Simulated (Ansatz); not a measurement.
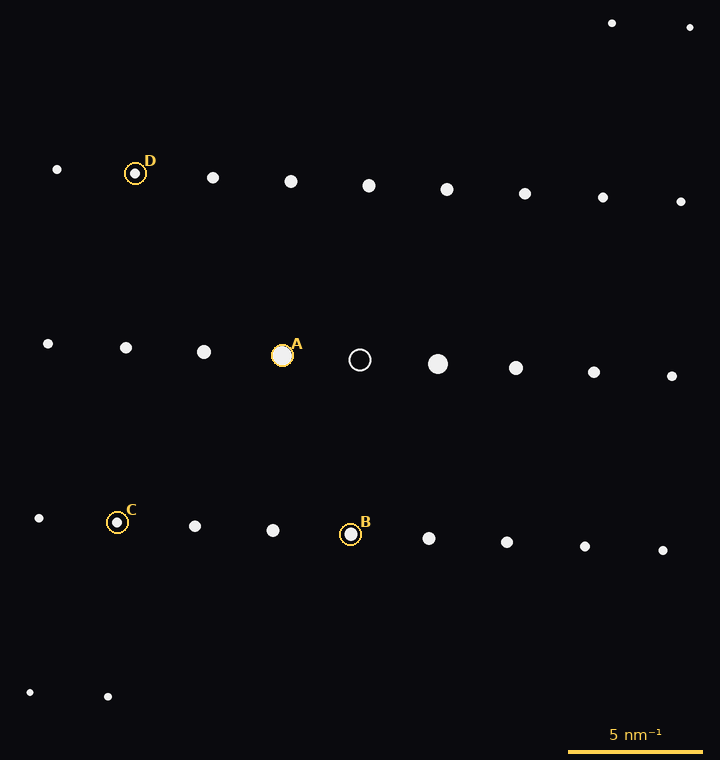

Computed electron diffraction pattern, 120 kV, single scattering only, B = 0.5 Å². The zone axis points towards the electron source and the pattern is seen from the source side.

The sample is Na, space group Pm-3m (No. 221), a = 3.414 Å. Structure: coordinates from a relaxation with DFT, PBE, plane waves (420 eV) with PAW, scalar-relativistic in Ansatz 0.2.0; the starting structure was generated, so it need not be a known form of this composition.

Spot A is indexed 0 0 -1 and spot B -1 2 0.

**Index the other marked spots.**

C = 3A + B = -1 2 -3 (d = 0.913 Å). D = 3A − B = 1 -2 -3 (d = 0.913 Å).

**Which zone axis is this?**

The cross product of A and B is parallel to [210]; every spot obeys hu + kv + lw = 0.

**What are the spacings of A and B and the angle between them?**

d(A) = 3.414 Å, d(B) = 1.527 Å, and the angle is 90.0°.
